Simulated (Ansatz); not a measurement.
## Electronic structure of SiC in real space

```xyz
4
Lattice="3.0919 0.0000 0.0000 -1.5460 2.6777 0.0000 0.0000 0.0000 5.0743" Properties=species:S:1:pos:R:3 pbc="T T T"
Si    0.0000    1.7851    2.5350
Si    1.5460    0.8926    5.0722
C     0.0000    1.7851    4.4421
C     1.5460    0.8926    1.9050
```

Space group P6₃mc; a structure from a database of computed crystals, not necessarily the ambient phase; started from the database structure prototype, which need not be the ambient phase.

All numbers below come from DFT, PBE, plane waves, PAW in Ansatz 0.2.0.

In a PAW calculation such maps are meaningful between the atoms, not at the nuclei.

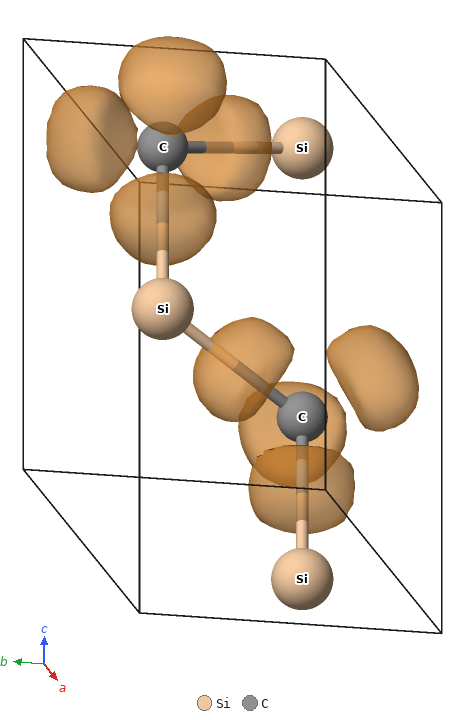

Figure 1. Isosurface of the electron localisation function at 0.8 (orange), seen at an oblique angle. Only the valence region is drawn (cores and ρ < 0.01 e/Å³ removed). Sticks mark near contacts.

Question: Where are the electrons localised?

Answer: The surface consists of eight regions between bonded C–Si atoms (shared pairs), counted in one cell of 4 atoms. Regions shared between cells count once.


Si–C (1.89 Å): the ELF peaks at about 0.95 between the atoms: a covalent bond.

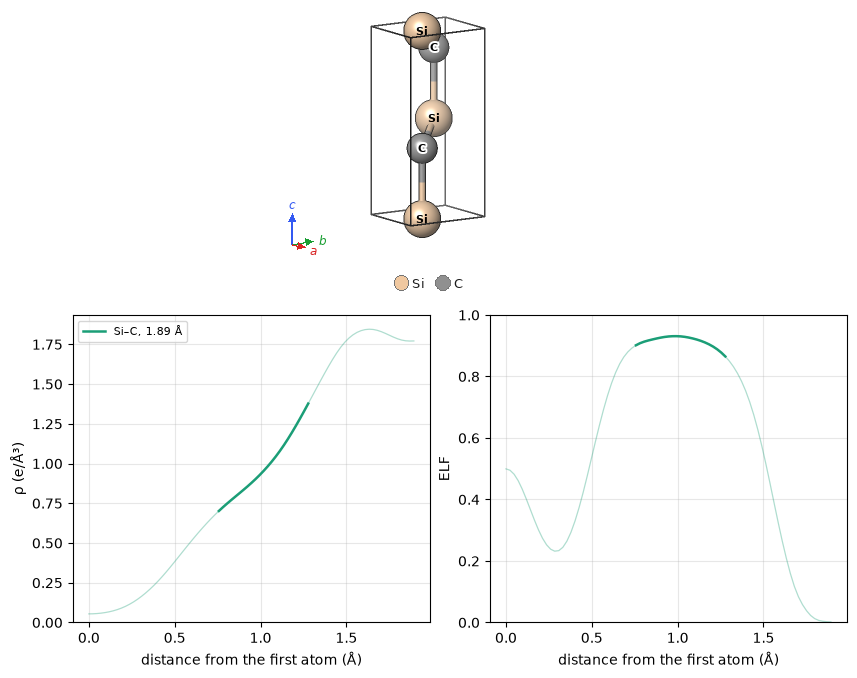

Figure 2. Valence pseudo-density and electron localisation function along straight lines between neighbouring atoms. Thin, pale parts lie inside the atomic spheres. The structure is drawn too.

Question: What kind of bonding do the profiles show?

Answer: Si–C (1.89 Å): ρ is about 0.88 e/Å³ halfway; the ELF peaks at about 0.95 between the atoms: localised, covalent bonding.

Question: Does the calculation make it a metal, or give it a gap?

Answer: It is gapped, with a Kohn–Sham gap of 2.3 eV on the k-point mesh (the band edges may lie off the mesh, which would make the gap smaller).
